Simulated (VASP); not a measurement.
Band-structure run of TiO2 (part 1 of 2)

TiO2 (6 atoms in the cell), computed with Kohn-Sham DFT of a periodic cell, MS2, VASP PAW PBE potentials, recommended, no spin polarisation (VASP 6.6.1).

The structure derives from a Materials Project entry.

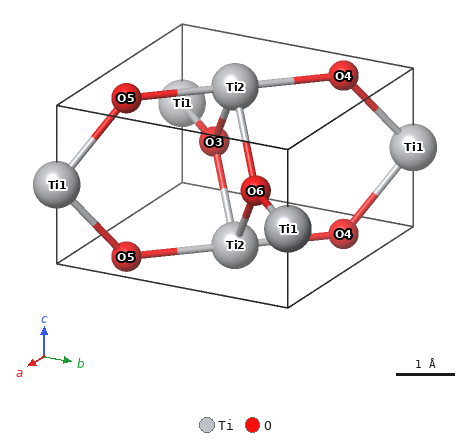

**Figure 1.** The structure (ball-and-stick view of the cell of the calculation, seen at an oblique angle; atoms are numbered from 1 in the order of the input). Near neighbours in the crystal (not all of them lie inside the picture): Ti has 6 O at 1.95 to 1.98 Å; O has 3 Ti at 1.95 to 1.98 Å.

Key numbers

```tsv
quantity	value
outcome	converged
space group (tolerance 0.01 Å)	P4₂/mnm (136)
electrons treated	48
free energy	−72.8419 eV
Fermi energy of the self-consistent step	5.810 eV
gap on the k-point mesh	2.21 eV
gap on the band path	2.21 eV
pressure	1.06 GPa
largest force (length of the vector)	0.020 eV/Å
hardware	1 thread of AMD EPYC (Zen 5), 450 GiB of memory available, shared host
wall time	12 min
peak memory	0.23 GiB
```

INCAR
```
SYSTEM = TiO2
PREC     = Accurate       ! precision mode
ENCUT    = 520            ! plane-wave cutoff, eV
EDIFF    = 1E-7           ! SCF threshold, eV
ISMEAR   = -1             ! smearing method
SIGMA    = 0.05           ! smearing width, eV
LREAL    = .False.        ! projectors in reciprocal space
LASPH    = .True.         ! aspherical terms in the spheres
NELM     = 80             ! most SCF steps
ALGO     = Normal         ! electronic algorithm
ISIF     = 2              ! what is computed and relaxed
LWAVE    = .False.        ! write WAVECAR
LCHARG   = .False.        ! write CHGCAR
LMAXMIX  = 4              ! l up to which the mixer works
METAGGA  = MS2            ! meta-GGA
LMIXTAU  = .True.       
NBANDS   = 33             ! bands
```

KPOINTS
```
regular mesh
0
Gamma
  6 6 9
  0 0 0
```

KPOINTS_OPT
```
path GXMGZRAZ,XR,MA
10
line-mode
reciprocal
 0.0000000000  0.0000000000  0.0000000000  G
 0.0000000000  0.5000000000  0.0000000000  X

 0.0000000000  0.5000000000  0.0000000000  X
 0.5000000000  0.5000000000  0.0000000000  M

 0.5000000000  0.5000000000  0.0000000000  M
 0.0000000000  0.0000000000  0.0000000000  G

 0.0000000000  0.0000000000  0.0000000000  G
 0.0000000000  0.0000000000  0.5000000000  Z

 0.0000000000  0.0000000000  0.5000000000  Z
 0.0000000000  0.5000000000  0.5000000000  R

 0.0000000000  0.5000000000  0.5000000000  R
 0.5000000000  0.5000000000  0.5000000000  A

 0.5000000000  0.5000000000  0.5000000000  A
 0.0000000000  0.0000000000  0.5000000000  Z

 0.0000000000  0.5000000000  0.0000000000  X
 0.0000000000  0.5000000000  0.5000000000  R

 0.5000000000  0.5000000000  0.0000000000  M
 0.5000000000  0.5000000000  0.5000000000  A
```

POSCAR
```
TiO2
1.0
    4.5998373239      0.0000000000      0.0000000000
    0.0000000000      4.5998373239      0.0000000000
    0.0000000000      0.0000000000      2.9592135600
Ti O
2 4
Direct
    0.0000000000      0.0000000000      0.5000000000
    0.5000000000      0.5000000000      0.0000000000
    0.3043213200      0.3043213200      0.5000000000
    0.1956786800      0.8043213200      0.0000000000
    0.8043213200      0.1956786800      0.0000000000
    0.6956786800      0.6956786800      0.5000000000
```

Command:
```bash
cat potpaw_PBE.64/Ti_sv/POTCAR potpaw_PBE.64/O/POTCAR > POTCAR
mpirun -np 1 vasp_std > vasp.out
```

OSZICAR
```
N       E                     dE             d eps       ncg     rms          rms(c)
DAV:   1     0.602244355792E+03    0.60224E+03   -0.22552E+04  3316   0.163E+03
DAV:   2    -0.270319682783E+02   -0.62928E+03   -0.59150E+03  3551   0.510E+02
DAV:   3    -0.119614497524E+03   -0.92583E+02   -0.91160E+02  4662   0.186E+02
DAV:   4    -0.126407627738E+03   -0.67931E+01   -0.67730E+01  5068   0.450E+01
DAV:   5    -0.126700167691E+03   -0.29254E+00   -0.29249E+00  4406   0.766E+00    0.323E+01
DAV:   6    -0.768591893019E+02    0.49841E+02   -0.91849E+01  4665   0.110E+02    0.847E+00
DAV:   7    -0.740851009583E+02    0.27741E+01   -0.21453E+01  3817   0.370E+01    0.881E+00
DAV:   8    -0.814446835759E+02   -0.73596E+01   -0.19423E+01  4590   0.332E+01    0.148E+01
DAV:   9    -0.792427532870E+02    0.22019E+01   -0.40982E+00  3860   0.175E+01    0.668E+00
DAV:  10    -0.729691993101E+02    0.62736E+01   -0.61949E+00  3325   0.187E+01    0.332E+00
DAV:  11    -0.730466011837E+02   -0.77402E-01   -0.25080E-01  4835   0.424E+00    0.222E+00
DAV:  12    -0.732637435194E+02   -0.21714E+00   -0.97372E-02  3743   0.218E+00    0.371E+00
DAV:  13    -0.728561271760E+02    0.40762E+00   -0.31291E-01  3613   0.506E+00    0.135E+00
DAV:  14    -0.728523312314E+02    0.37959E-02   -0.50392E-02  5010   0.102E+00    0.113E+00
DAV:  15    -0.728508121343E+02    0.15191E-02   -0.42355E-03  4499   0.529E-01    0.866E-01
DAV:  16    -0.728412284033E+02    0.95837E-02   -0.21870E-02  3779   0.106E+00    0.276E-01
DAV:  17    -0.728422333504E+02   -0.10049E-02   -0.10301E-02  4528   0.632E-01    0.220E-01
DAV:  18    -0.728420311291E+02    0.20222E-03   -0.13395E-03  3703   0.300E-01    0.133E-01
DAV:  19    -0.728418791269E+02    0.15200E-03   -0.69560E-04  3927   0.185E-01    0.572E-02
DAV:  20    -0.728418947204E+02   -0.15594E-04   -0.84843E-05  4207   0.744E-02    0.565E-02
DAV:  21    -0.728418746016E+02    0.20119E-04   -0.39037E-05  3708   0.451E-02    0.367E-02
DAV:  22    -0.728418890125E+02   -0.14411E-04   -0.20904E-05  4154   0.411E-02    0.219E-02
DAV:  23    -0.728419057300E+02   -0.16717E-04   -0.10752E-05  3910   0.284E-02    0.127E-02
DAV:  24    -0.728419038168E+02    0.19132E-05   -0.41000E-06  4391   0.175E-02    0.522E-03
DAV:  25    -0.728419049622E+02   -0.11454E-05   -0.62425E-07  3917   0.504E-03    0.344E-03
DAV:  26    -0.728419061128E+02   -0.11506E-05   -0.12924E-07  2173   0.250E-03    0.152E-03
DAV:  27    -0.728419071369E+02   -0.10240E-05   -0.58773E-08  1778   0.196E-03    0.963E-04
DAV:  28    -0.728419076051E+02   -0.46822E-06   -0.20820E-08  1735   0.117E-03    0.530E-04
DAV:  29    -0.728419080706E+02   -0.46556E-06   -0.60739E-09  1767   0.704E-04    0.378E-04
DAV:  30    -0.728419085453E+02   -0.47468E-06   -0.24802E-09  1733   0.454E-04    0.240E-04
DAV:  31    -0.728419088127E+02   -0.26735E-06   -0.13011E-09  1764   0.322E-04    0.143E-04
DAV:  32    -0.728419090125E+02   -0.19980E-06   -0.64341E-10  1747   0.208E-04    0.850E-05
DAV:  33    -0.728419092304E+02   -0.21791E-06   -0.37328E-10  1713   0.189E-04    0.276E-05
DAV:  34    -0.728419092665E+02   -0.36080E-07   -0.14117E-10  1713   0.110E-04
   1 F= -.72841909E+02 E0= -.72841909E+02  d E =-.258976E-10
       N       E                     dE             ncg
DAV:   1     0.240305572878E+04   -0.45978E+05     3301
DAV:   2    -0.275139637106E+05   -0.29917E+05     3641
DAV:   3    -0.317070166068E+05   -0.41931E+04     4709
DAV:   4    -0.320338243253E+05   -0.32681E+03     4579
DAV:   5    -0.320491466478E+05   -0.15322E+02     4242
DAV:   6    -0.320493695241E+05   -0.22288E+00     4478
DAV:   7    -0.320493746244E+05   -0.51003E-02     4441
DAV:   8    -0.320493746699E+05   -0.45413E-04     4454
DAV:   9    -0.320493746708E+05   -0.92389E-06     3484
DAV:  10    -0.320493746708E+05   -0.24291E-07     2482
       N       E                     dE             ncg
DAV:   1     0.204734170103E+05   -0.67549E+05     2640
DAV:   2    -0.303613685576E+04   -0.23510E+05     2944
DAV:   3    -0.630989526780E+04   -0.32738E+04     3735
DAV:   4    -0.657268006933E+04   -0.26278E+03     3745
DAV:   5    -0.658727402555E+04   -0.14594E+02     3369
DAV:   6    -0.658748053432E+04   -0.20651E+00     3517
DAV:   7    -0.658748566628E+04   -0.51320E-02     3599
DAV:   8    -0.658748572593E+04   -0.59649E-04     3485
DAV:   9    -0.658748572817E+04   -0.22409E-05     2808
DAV:  10    -0.658748572819E+04   -0.26394E-07     1914
```

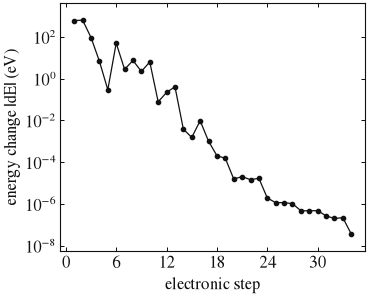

**Figure 2.** Convergence of the self-consistent field: energy change |dE| against the electronic step. It takes 34 electronic steps. The density is held fixed in the first few steps, and dE rises again when its update begins.

Parts of OUTCAR
```
SYSTEM = TiO2
   PREC = Accurate
   ENCUT = 520
   EDIFF = 1E-7
   ISMEAR = -1
   LREAL = .False.
   LASPH = .True.
   NELM = 80
   ISIF = 2
   METAGGA = MS2

 ion  position               nearest neighbor table
   1  0.000  0.000  0.500-   4 1.95   5 1.95   4 1.95   5 1.95   3 1.98   6 1.98
   2  0.500  0.500  0.000-   3 1.95   6 1.95   3 1.95   6 1.95   5 1.98   4 1.98
   3  0.304  0.304  0.500-   2 1.95   2 1.95   1 1.98
   4  0.196  0.804  0.000-   1 1.95   1 1.95   2 1.98
   5  0.804  0.196  0.000-   1 1.95   1 1.95   2 1.98
   6  0.696  0.696  0.500-   2 1.95   2 1.95   1 1.98

  LATTYP: Found a simple tetragonal cell.
 ALAT       =     4.5998373239
 C/A-ratio  =     0.6433300466

  Lattice vectors:

 A1 = (   4.5998373239,   0.0000000000,   0.0000000000)
 A2 = (   0.0000000000,   4.5998373239,   0.0000000000)
 A3 = (   0.0000000000,   0.0000000000,   2.9592135600)

Analysis of symmetry for initial positions (statically):
=====================================================================
 Subroutine PRICEL returns:
 Original cell was already a primitive cell.

 Routine SETGRP: Setting up the symmetry group for a
 simple tetragonal supercell.

 Subroutine GETGRP returns: Found 16 space group operations
 (whereof  8 operations were pure point group operations)
 out of a pool of 16 trial point group operations.

The static configuration has the point symmetry D_2h.
 The point group associated with its full space group is D_4h.

Analysis of symmetry for dynamics (positions and initial velocities):
=====================================================================
 Subroutine PRICEL returns:
 Original cell was already a primitive cell.

 Routine SETGRP: Setting up the symmetry group for a
 simple tetragonal supercell.

 Subroutine GETGRP returns: Found 16 space group operations
 (whereof  8 operations were pure point group operations)
 out of a pool of 16 trial point group operations.

The dynamic configuration has the point symmetry D_2h.
 The point group associated with its full space group is D_4h.

 Subroutine INISYM returns: Found 16 space group operations
 (whereof  8 operations are pure point group operations),
 and found     1 'primitive' translations

----------------------------------------------------------------------------------------

                                     Primitive cell

  volume of cell :      62.6125

  direct lattice vectors                    reciprocal lattice vectors
     4.599837324  0.000000000  0.000000000     0.217398993  0.000000000  0.000000000
     0.000000000  4.599837324  0.000000000     0.000000000  0.217398993  0.000000000
     0.000000000  0.000000000  2.959213560     0.000000000  0.000000000  0.337927622

  length of vectors
     4.599837324  4.599837324  2.959213560     0.217398993  0.217398993  0.337927622

  position of ions in fractional coordinates (direct lattice)
     0.000000000  0.000000000  0.500000000
     0.500000000  0.500000000  0.000000000
     0.304321320  0.304321320  0.500000000
     0.195678680  0.804321320  0.000000000
     0.804321320  0.195678680  0.000000000
     0.695678680  0.695678680  0.500000000

  ion indices of the primitive-cell ions
   primitive index   ion index
                 1           1
                 2           2
                 3           3
                 4           4
                 5           5
                 6           6

----------------------------------------------------------------------------------------

 KPOINTS: regular mesh

Automatic generation of k-mesh.
 Grid dimensions read from file:
 generate k-points for:    6    6    9

 Generating k-lattice:

  Cartesian coordinates                     Fractional coordinates (reciprocal lattice)
     0.036233165  0.000000000  0.000000000     0.166666667  0.000000000  0.000000000
     0.000000000  0.036233165  0.000000000     0.000000000  0.166666667  0.000000000
     0.000000000  0.000000000  0.037547514     0.000000000  0.000000000  0.111111111

  Length of vectors
     0.036233165  0.036233165  0.037547514

  Shift w.r.t. Gamma in fractional coordinates (k-lattice)
     0.000000000  0.000000000  0.000000000

 Subroutine IBZKPT returns following result:
 ===========================================

 Found     50 irreducible k-points:

 Following reciprocal coordinates:
            Coordinates               Weight
  0.000000  0.000000  0.000000      1.000000
  0.166667  0.000000  0.000000      4.000000
  0.333333  0.000000  0.000000      4.000000
  0.500000  0.000000  0.000000      2.000000
  0.166667  0.166667  0.000000      4.000000
  0.333333  0.166667  0.000000      8.000000
  0.500000  0.166667  0.000000      4.000000
  0.333333  0.333333  0.000000      4.000000
  0.500000  0.333333  0.000000      4.000000
  0.500000  0.500000  0.000000      1.000000
  0.000000  0.000000  0.111111      2.000000
  0.166667  0.000000  0.111111      8.000000
  0.333333  0.000000  0.111111      8.000000
  0.500000  0.000000  0.111111      4.000000
  0.166667  0.166667  0.111111      8.000000
  0.333333  0.166667  0.111111     16.000000
  0.500000  0.166667  0.111111      8.000000
  0.333333  0.333333  0.111111      8.000000
  0.500000  0.333333  0.111111      8.000000
  0.500000  0.500000  0.111111      2.000000
  0.000000  0.000000  0.222222      2.000000
  0.166667  0.000000  0.222222      8.000000
  0.333333  0.000000  0.222222      8.000000
  0.500000  0.000000  0.222222      4.000000
 [... further k-points ...]
```
